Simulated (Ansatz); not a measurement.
**PtSe₂: density, localisation and related maps**

```cif
data_structure
_symmetry_space_group_name_H-M 'P 1'
_symmetry_Int_Tables_number 1
_cell_length_a 5.0620
_cell_length_b 3.7240
_cell_length_c 15.9003
_cell_angle_alpha 90.000
_cell_angle_beta 90.000
_cell_angle_gamma 90.000
_cell_volume 299.74
loop_
_atom_site_label
_atom_site_type_symbol
_atom_site_fract_x
_atom_site_fract_y
_atom_site_fract_z
_atom_site_occupancy
Pt1 Pt 0.00000 0.75000 0.30425 1
Pt2 Pt 0.00000 0.25000 0.69575 1
Pt3 Pt 0.00000 0.75000 0.89858 1
Pt4 Pt 0.00000 0.25000 0.10142 1
Se1 Se 0.75000 0.25000 0.37186 1
Se2 Se 0.75000 0.75000 0.76336 1
Se3 Se 0.75000 0.25000 0.96619 1
Se4 Se 0.75000 0.75000 0.16903 1
Se5 Se 0.25000 0.75000 0.62814 1
Se6 Se 0.25000 0.25000 0.83097 1
Se7 Se 0.25000 0.75000 0.03381 1
Se8 Se 0.25000 0.25000 0.23664 1
```

Space group P2₁/m; not relaxed (largest force 1.0 eV/Å); computed pressure about −3 GPa in this cell.

All numbers below come from DFT LDA, scalar-relativistic, plane waves, PAW (Ansatz).

Core electrons are frozen (PAW), and the valence fields are smoothed inside the atomic spheres.

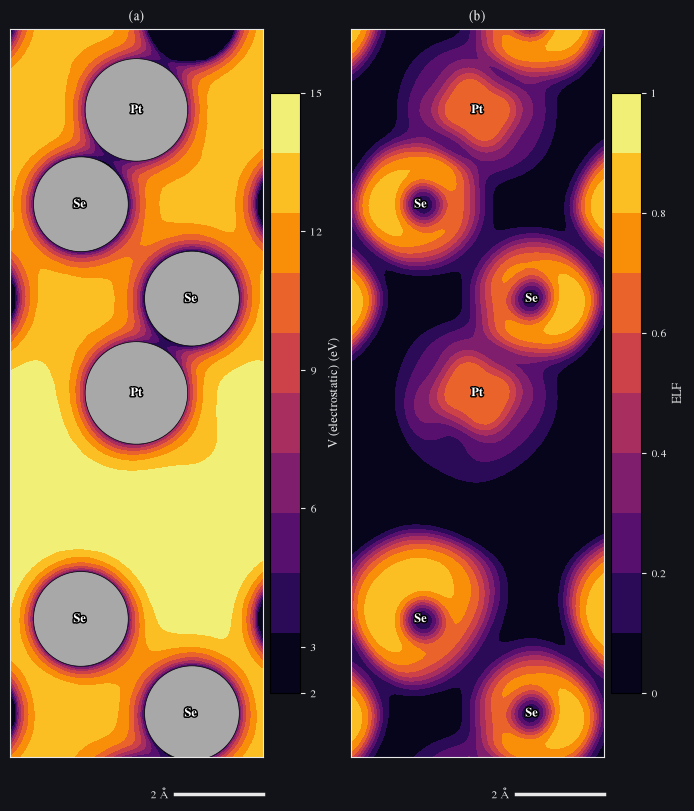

Figure 1. (a) electrostatic potential energy of an electron; (b) electron localisation function on the (010) plane of the conventional cell. Grey discs cover the atomic cores in the potential map.

Describe what can be read from this map.

Answer.
- The section cuts through Pt and Se sites.
- Pt–Se (2.49 Å): the ELF is about 0.45 at the midpoint.
- The features right at Pt lie inside the PAW spheres, where the map follows smoothed inner orbitals and isn't to be read closely.
- Outside the cores the potential energy rises away from the atoms and is highest about 2.6 Å from the nearest atoms; its zero is arbitrary.

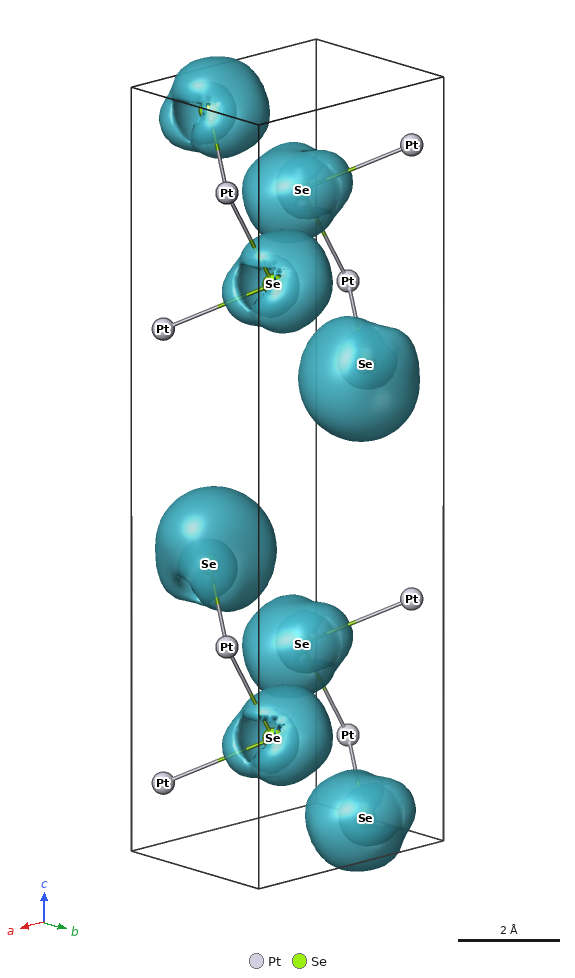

Figure 2. Isosurface of the ELF at 0.7 (cyan), seen at an oblique angle. Core shells and regions of very low density are left out. Sticks mark near contacts.

Describe the localisation domains.

Answer. The surface consists of eight regions wrapped around Se (the valence shell of each), counted in one cell of 12 atoms. Regions shared between cells count once.

Metal or insulator at this level of theory?

Answer. It is metallic or semimetallic at this level of theory: no gap opens; semilocal functionals without U, or without the true magnetic order, often close the gap of such compounds.
